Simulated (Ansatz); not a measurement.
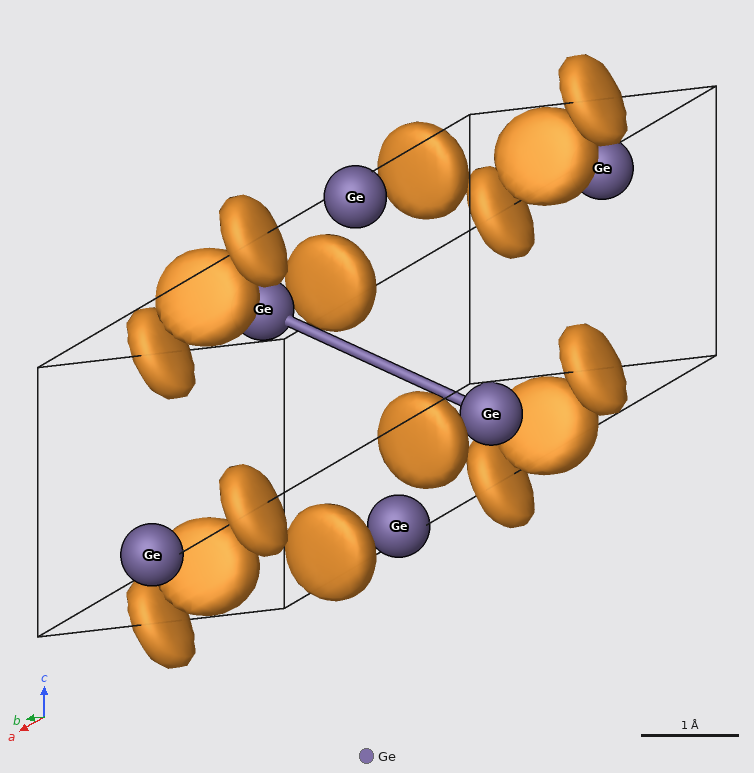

Figure. Ge. Isosurface of the ELF at 0.55 (orange), seen at an oblique angle. Core shells and regions of very low density are left out. Sticks mark near contacts.

Space group C2/m; a structure from a database of computed crystals, not necessarily the ambient phase; changed on purpose from its base cell (atom 1 (Ge) moved by (-0.150, -0.300) A along x and z).

All numbers below come from DFT PBEsol, scalar-relativistic, plane waves, PAW in Ansatz.

```xyz
4
Lattice="5.1490 0.0000 -2.7948 0.0000 5.1490 0.0000 0.0000 0.0000 2.7948" Properties=species:S:1:pos:R:3 pbc="T T T"
Ge    3.7867    0.0000   -1.8968
Ge    1.2122    2.5745   -0.4994
Ge    1.3623    0.0000    1.8968
Ge    3.9368    2.5745    0.4994
```

Q: Describe the localisation domains.

A: The surface consists of six regions between bonded Ge–Ge atoms, counted in one cell of 4 atoms. Regions shared between cells count once.

Values along the shortest contacts:
Ge–Ge (2.61 Å): the ELF peaks at about 0.65 between the atoms. Ge–Ge (2.79 Å): the ELF is about 0.50 at the midpoint.

Q: Does the calculation make it a metal, or give it a gap?

A: It is gapless in this calculation (a metal or semimetal).
